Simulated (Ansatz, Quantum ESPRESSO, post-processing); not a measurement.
# Sb chain with one bond drawn out by 1.5 Å: ballistic transmission, part 4 of 4

How well does the junction conduct in the ballistic limit? It is: Sb chain with one bond drawn out by 1.5 Å.

Quantum ESPRESSO 7.5; plane-wave DFT, PBE, GBRV ultrasoft pseudopotentials; cross-check by Ansatz 0.2.0 with PAW datasets.

So far. Step 2 (Ground state): The run needed 15 iterations to bring the estimated error under 1e-07 Ry; the largest force on any atom, held or free, is 1.75 eV/Å. Step 3 (The open system): At no point does T exceed the number of channels. That doesn't clear the run: at some energies its lead has fewer channels than the second code's.

### 5. The same in Ansatz

As a check, the same structure is run in Ansatz.

Level of this step: plane-wave DFT, PBE, Ansatz PAW (Ansatz 0.2.0).

File input.yaml:

```yaml
crystal:
  lattice:
    - [7.5, 0.0, 0.0]
    - [0.0, 7.5, 0.0]
    - [0.0, 0.0, 23.5]
  atoms:
    - { symbol: Sb, position: [0.5, 0.5, 0.0] }
    - { symbol: Sb, position: [0.5, 0.5, 0.1170212766] }
    - { symbol: Sb, position: [0.5, 0.5, 0.2340425532] }
    - { symbol: Sb, position: [0.5, 0.5, 0.3510638298] }
    - { symbol: Sb, position: [0.5, 0.5, 0.5319148936] }
    - { symbol: Sb, position: [0.5, 0.5, 0.6489361702] }
    - { symbol: Sb, position: [0.5, 0.5, 0.7659574468] }
    - { symbol: Sb, position: [0.5, 0.5, 0.8829787234] }
kpoints:
  mp_grid: { grid: [1, 1, 4] }
hamiltonian:
  xc: pbe
scf:
  occupations: { method: fermi_dirac, width: 0.1 }
  convergence: { dr2_threshold: 1.0e-08 }
output:
  transmission:
    leads: [[0, 1]]
    e_range: [-2.0, 2.0]
    de: 0.05
    kmesh: [1, 1]
    reduced_basis: true
  write_potential: true
  write_density: true
  volumetric_format: npy
  elf: true
```

On the command line:

```bash
> ansatz run input.yaml --threads 2 --pin off --max-ram 4096MiB --backend cpu --events-out ev --progress --plain --runs-dir out
```

Numbers of over 12 decimals in the logs are rounded to 6 here.

Log:

```text
Engine: ansatz 0.2.0, aarch64-unknown-linux-gnu
Pseudopotentials: kind: paw
Pseudopotential: Sb, paw, valence charge 15, recommended cutoff 420 eV (normal), Sb.paw.azcp
Functional definition: PBE
  parameter kappa = 0.804
  parameter beta = 0.066725
  exchange = pbe_x(kappa = kappa, mu = beta*pi^2/3)
  correlation = pbe_c(beta = beta)
Crystal: 8 atoms, lattice volume = 1321.875 Å³
Basis set: ecut = 420 eV, 25847 PW (Γ)
Bands: 72, of which v1, the nominal top of the filled ones, is band 60 counted from 1 (59 counted from 0)
Symmetry: 16 space group operations
Space group: P4/mmm (ITA 123), of the structure as read, at distance tolerance 1.1e-4 Å
k-points: 3 of 4
Non-local potential: Sb, projectors of the file, l = 0: 2, l = 1: 2, l = 2: 2, l = 3: 2
PAW form: soft (Blöchl's): semilocal exchange-correlation on the pseudo side does not see the compensation charge
PAW one-centre angular grid: Sb, 590 points (default); XC on 64 Gauss nodes
Initial density: superposition of atomic densities (neutral atoms: chi_scale 0, normalization atom), corrected by the library's trained network
Initial wavefunctions: pseudopotential atomic-orbital guess
Functional: x = pbe(κ = 0.804, μ = 0.219515), c = pbe(β = 0.066725)
SCF iter   1: F=—  HF=-51865.967708 eV  |F-HF|=—  |Δ(HF+E_count)|=         —  Δρ=2.51e-3  dr2=3.78e-1  ethr=1.77e-3  ⟨swp⟩=6.0  Hψ=818  notcnv=0
preconditioner: auto → LDOS  [metal: Δε(μ)=0.054 eV  Ē_g=5.894 eV  σ=0.100 eV  W_gap=0.13  n_scr=128 (ndim 8)  ℏωp=6.5 eV  f_vac=0.649  D(μ)=9.97/eV (n_scr^D=36)  β→1.0]
SCF iter   2: F=—  HF=-51865.920931 eV  |F-HF|=—  |Δ(HF+E_count)|=   4.68e-2  Δρ=1.20e-3  dr2=7.30e-2  ethr=3.15e-4  ⟨swp⟩=3.0  Hψ=357  notcnv=0
SCF iter   3: F=—  HF=-51865.922515 eV  |F-HF|=—  |Δ(HF+E_count)|=   1.58e-3  Δρ=8.00e-4  dr2=4.14e-2  ethr=6.09e-5  ⟨swp⟩=2.3  Hψ=427  notcnv=0
SCF iter   4: F=—  HF=-51865.917147 eV  |F-HF|=—  |Δ(HF+E_count)|=   5.37e-3  Δρ=3.01e-4  dr2=7.24e-3  ethr=3.45e-5  ⟨swp⟩=3.0  Hψ=421  notcnv=0
SCF iter   5: F=—  HF=-51865.916591 eV  |F-HF|=—  |Δ(HF+E_count)|=   5.57e-4  Δρ=1.07e-4  dr2=4.89e-4  ethr=6.03e-6  ⟨swp⟩=2.0  Hψ=219  notcnv=0
SCF iter   6: F=—  HF=-51865.916533 eV  |F-HF|=—  |Δ(HF+E_count)|=   5.78e-5  Δρ=3.65e-5  dr2=1.05e-4  ethr=4.08e-7  ⟨swp⟩=3.0  Hψ=433  notcnv=0
SCF iter   7: F=—  HF=-51865.916534 eV  |F-HF|=—  |Δ(HF+E_count)|=   1.20e-6  Δρ=1.58e-5  dr2=7.32e-6  ethr=8.72e-8  ⟨swp⟩=1.0  Hψ=216  notcnv=0
SCF iter   8: F=—  HF=-51865.916288 eV  |F-HF|=—  |Δ(HF+E_count)|=   2.46e-4  Δρ=5.67e-6  dr2=1.21e-6  ethr=6.10e-9  ⟨swp⟩=2.0  Hψ=267  notcnv=0
SCF iter   9: F=—  HF=-51865.916288 eV  |F-HF|=—  |Δ(HF+E_count)|=   1.86e-7  Δρ=1.81e-6  dr2=1.17e-7  ethr=1.00e-9  ⟨swp⟩=3.0  Hψ=445  notcnv=0
SCF iter  10: F=—  HF=-51865.916288 eV  |F-HF|=—  |Δ(HF+E_count)|=   3.72e-8  Δρ=8.40e-7  dr2=2.70e-8  ethr=9.78e-11  ⟨swp⟩=3.0  Hψ=327  notcnv=0
SCF iter  11: F=-51865.916288 eV  HF=-51865.916288 eV  |F-HF|=1.70e-9  |Δ(HF+E_count)|=   3.60e-9  Δρ=2.44e-7  dr2=2.86e-9  ethr=8.33e-12  ⟨swp⟩=8.0  Hψ=546  notcnv=0
SCF 1 converged in 11 iterations: F = -51865.916288 eV  dr2 = 2.86e-9
  greatest PAW one-centre occupation: 0.996 electrons in one spin orbital (limit 2), on the Sb atom at site 5 (counted from 0), in its partial waves of l = 2
transmission: 30 of 180 steps passed
transmission: 60 of 180 steps passed
[...]
transmission: 180 of 180 steps passed
WARN: The output density's exchange-correlation potential varies sharply where the density is thin. Do not read a vacuum level from v_tot or v_xc, or from such a field of the output density. On a cell that repeats whose density bears no net charge and no dipole along the vacuum's axis use v_es (v_loc + v_h of the components); under efield.dipole_correction with no amplitude use v_es + v_field, which holds any externa [...]
SCF converged after 11 iterations
Free energy (F): -51865.916288 eV
Harris-Foulkes:  -51865.916288 eV  (|F-HF|=1.70e-9)
Internal energy: -51865.622731 eV  (E = F + TS)
E sigma→0 (E₀):  -51865.769510 eV
Entropy (-TS):   -0.293557 eV (-36.695 meV/atom)
Fermi energy:    -2.153606 eV
--- Per-component energies (eV) ---
  E_band       = -2724.065644
  E_kinetic    = 1640.276328
  E_local      = -26905.963609  (includes V_loc(G=0)·N_el)
  E_nonlocal   = 2893.898717
  E_hartree    = 12172.869275
  E_xc         = -1092.780399
  E_vxc        = -749.028856  (∫ρ·V_xc dr)
  E_paw        = -36598.887079  (= ΣΔE_a)
  E_vpaw       = -3948.985205  (= ΣTr[D̂ρ^β])
  E_aug_tail   = -0.000012  (compensation charges beyond the density's cutoff)
  E_ewald      = -3975.035952
  E_smearing   = -0.293557  (= −TS)
  E_closure    = 0.000000  (closes the sum)
  Σ components = -51865.916288   (vs F -51865.916288, Δ=0.00e0)
--- Band table (eV) ---
  k-point 0: bands = [... 56 lower, -3.1920, -2.6586, -2.6586, -2.2096, -2.2096, -1.4790, -1.4790, -1.1330, ... 8 higher]
  k-point 1: bands = [... 56 lower, -3.0638, -2.6980, -2.6980, -2.1542, -2.1542, -1.5448, -1.5448, -1.4486, ... 8 higher]
  k-point 2: bands = [... 56 lower, -2.8242, -2.7347, -2.7347, -2.0964, -2.0964, -1.7423, -1.6107, -1.6107, ... 8 higher]
--- Transmission ---
  basis      : 497 plane waves across, 30 finite elements along
  points     : 1, standing for a mesh of 1 x 1
  energies   : 81 from -2.000000 to 2.000000 eV about the Fermi level, 0.050000 eV apart; the leads are filled to 0.000000 eV, and channels, transmission and decay are at 0.000000 eV
  crystal 0  : Sb1, at the sites [0, 1], period 2.7500 Å, over 22.00 Å; its Hamiltonian steps by up to 13.1 meV
    offset         : up to 0.0000 Å between an atom of the period and one for which it stands
    channels       : 3.000000e0 a spin
    conductance    : none, the energies end too early or step too widely for 300 K: set another output.transmission.e_range or a lower de, or, where they end at an eighth of basis.ecutwfc, a higher one
  junction   : crystal 0 to crystal 0, -0.68 to 20.07 Å
    transmission   : 4.394106e-1 a spin
    error estimate : 5.011803e-5 a spin from the reduction of the transverse basis, at the most 8.996567e-5 at 1.800000 eV
    conductance    : none, the energies end too early or step too widely for 300 K: set another output.transmission.e_range or a lower de, or, where they end at an eighth of basis.ecutwfc, a higher one
```

Run time: 46 s. Hardware: 2 threads of Arm Neoverse V1, shared host; peak memory 1.5 GiB; 89 s of CPU time.

This step gave:

```
free energy                                  : -51865.9163 eV
energy at zero smearing                      : -51865.7695 eV
smearing term TS                             : 0.2936 eV
Fermi energy                                 : -2.154 eV
symmetry operations                          : 16
transmission at the Fermi level, one spin    : 0.4394
step of the lead's Hamiltonian over a period : 13.1 meV
```

Per spin. The transmission by energy, zero at the Fermi level:

| energy (eV) | transmission |
| --- | --- |
| -2.0000 | 0.141 |
| -1.7500 | 0.155 |
| -1.5000 | 0.180 |
| -1.2500 | 0.218 |
| -1.0000 | 0.250 |
| -0.7500 | 0.289 |
| -0.5000 | 0.339 |
| -0.2500 | 0.394 |
| 0.0000 | 0.439 |
| 0.2500 | 0.468 |
| 0.5000 | 0.482 |
| 0.7500 | 0.488 |
| 0.9500 | 0.489 |
| 1.0000 | 0.489 |
| 1.2500 | 0.485 |
| 1.5000 | 0.471 |
| 1.7500 | 0.430 |
| 2.0000 | 0.354 |

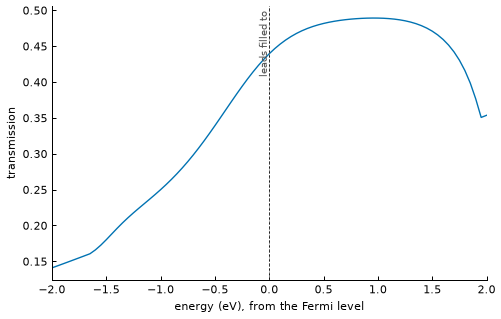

Transmission, plotted against energy.

Per spin. Open channels against energy, zero at the Fermi level:

| energy (eV) | open channels |
| --- | --- |
| -2.000 | 1 |
| -1.500 | 3 |
| -1.000 | 3 |
| -0.500 | 3 |
| 0.000 | 3 |
| 0.500 | 3 |
| 1.000 | 3 |
| 1.500 | 3 |
| 2.000 | 1 |

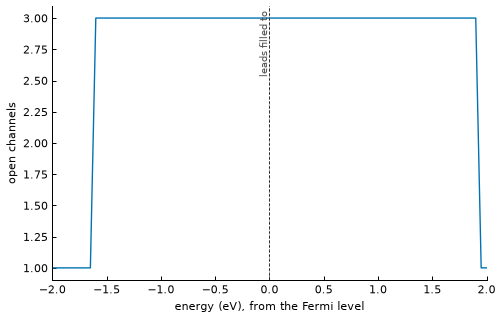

Open channels, plotted against energy.

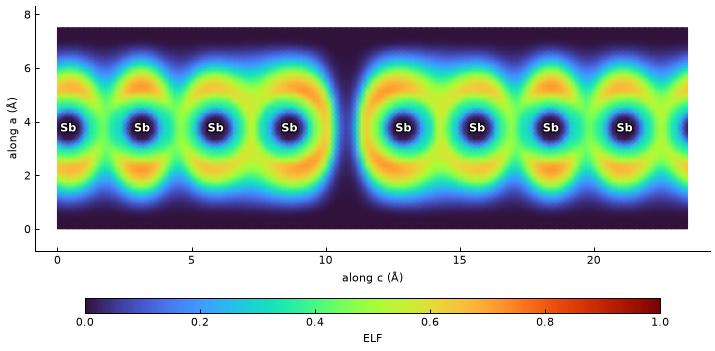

ELF in the ca plane at fractional y = 0.500, with atoms of Sb within 0.2 Å of it. It is the smooth field of the valence electrons, not physical close to the nuclei.

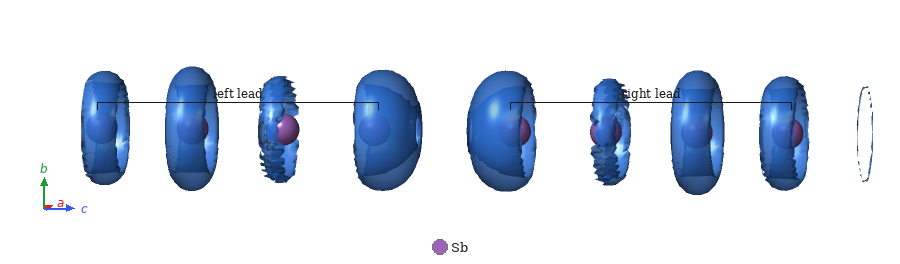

Surface of ELF = 0.64.

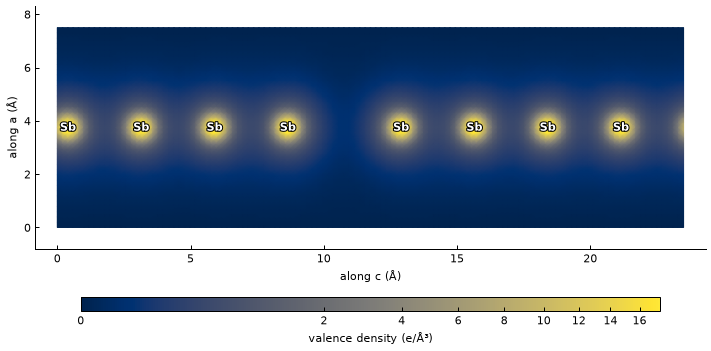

Valence density in the ca plane at fractional y = 0.500, with atoms of Sb within 0.2 Å of it. It is the smooth field of the valence electrons, not physical close to the nuclei. The colour scale is stretched toward low values.

Ansatz finds T = 0.439 against pwcond's 0.438.

### 6. All levels side by side

All levels:

| step | T at the Fermi level (per spin) | conductance (G0) | r.m.s. T(E) from the first | CPU time of the step (s) | peak memory (GiB) |
| --- | --- | --- | --- | --- | --- |
| Ansatz | 0.4394 | - | 0 | 89 | 1.501 |
| pwcond | 0.4376 | 0.4376 | 0.03183 | 489.5 | 0.55 |
| pwcond, changed setting | 0.4357 | 0.4357 | 0.02447 | 205.9 | 0.55 |

Per spin. Transmission against energy, zero at the Fermi level:

| energy (eV) | Ansatz | pwcond | pwcond, changed setting |
| --- | --- | --- | --- |
| -2.0000 | 0.141 | 0.142 | 0.142 |
| -1.8000 | 0.152 | 0.153 | 0.153 |
| -1.5000 | 0.180 | 0.182 | 0.181 |
| -1.3000 | 0.211 | 0.210 | 0.208 |
| -1.0000 | 0.250 | 0.257 | 0.255 |
| -0.8000 | 0.280 | 0.280 | 0.280 |
| -0.5000 | 0.339 | 0.308 | 0.309 |
| -0.3000 | 0.383 | 0.383 | 0.384 |
| 0.0000 | 0.439 | 0.438 | 0.436 |
| 0.2000 | 0.463 | 0.464 | 0.464 |
| 0.5000 | 0.482 | 0.477 | 0.478 |
| 0.7000 | 0.487 | 0.482 | 0.483 |
| 1.0000 | 0.489 | 0.493 | 0.494 |
| 1.1000 | 0.488 | 0.495 | 0.496 |
| 1.2000 | 0.487 | 0.494 | 0.495 |
| 1.5000 | 0.471 | 0.469 | 0.472 |
| 1.7000 | 0.442 | 0.429 | 0.434 |
| 2.0000 | 0.354 | 0.206 | 0.279 |

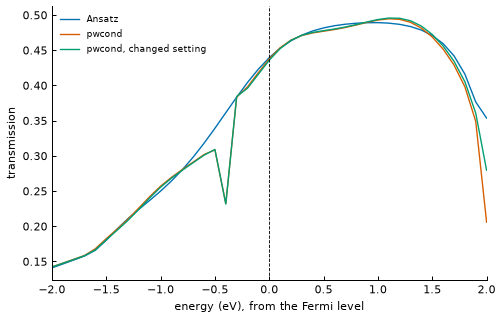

Transmission, plotted against energy.

### 7. A check by hand

G = 0.438 × 77.48 µS = 33.9 µS a cell, a resistance of 29.5 kΩ.

### 8. Outcome

| Quantity | Value |
| --- | --- |
| conductance from T at the Fermi level, a cell (G₀ = 2e²/h) | 0.438 G₀ |
| lead channels per spin | 3.00 |
| the same conductance by Ansatz | 0.439 G₀ |

In words: The junction conducts 0.438 G₀ a cell at the Fermi level (PBE, GBRV ultrasoft). At the Fermi level the junction passes 15 % of what the leads offer. At the Fermi level pwcond and Ansatz differ by 0.41 %, a close match. Over -2 to 2 eV, T lies between 0.14 and 0.49 per spin. pwcond's lead, cut out of the junction cell, has fewer channels than Ansatz's near -0.4 eV, so its T is in doubt there. The geometry is as built, not relaxed, and the leads are short.

[Logs are printed without paths, hosts, clocks, repeated set-up lines and the standing remarks that a program may print on its own settings, such as how far it seeks lower states.]

[Hosts, paths, dates, database ids (printed as entryN), source tags and the programs' standing remarks are cut or masked in the printed files.]

[Maps of the electrostatic potential energy from Ansatz leave out the sawtooth potential of an applied field or a dipole correction, so their vacuum need not be flat; planar profiles and work functions include it.]
